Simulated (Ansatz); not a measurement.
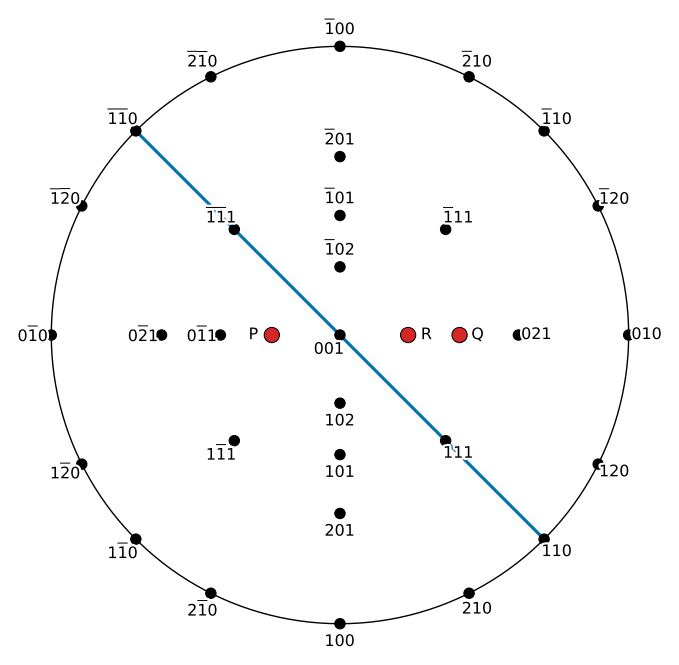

Crystal: Bi, the end point of a relaxation with DFT, revPBE, plane waves (420 eV) with PAW, scalar-relativistic (Ansatz 0.2.0); the starting structure was generated, so it need not be a known form of this composition. Stereographic projection of plane normals (upper hemisphere) centred on (0 0 1). Geometry calculated from the standardised cell; symmetry tolerance 0.002 Å.

a = 6.427 Å, b = 6.427 Å, c = 6.427 Å, α = 90.00°, β = 90.00°, γ = 90.00°.

### Index the poles marked P, Q, R.

P is (0 −1 2), 26.6° from the centre; Q is (0 1 1), 45.0° from the centre; R is (0 1 2), 26.6° from the centre.

### Which zone does the coloured great circle trace?

The zone [1 −1 0]: its poles satisfy h − k = 0.

### What is the angle between the normals of (2 1 0) and (1 0 2), and what are their d_hkl = 1/|g|?

66.4°; d = 2.874 Å and 2.874 Å.
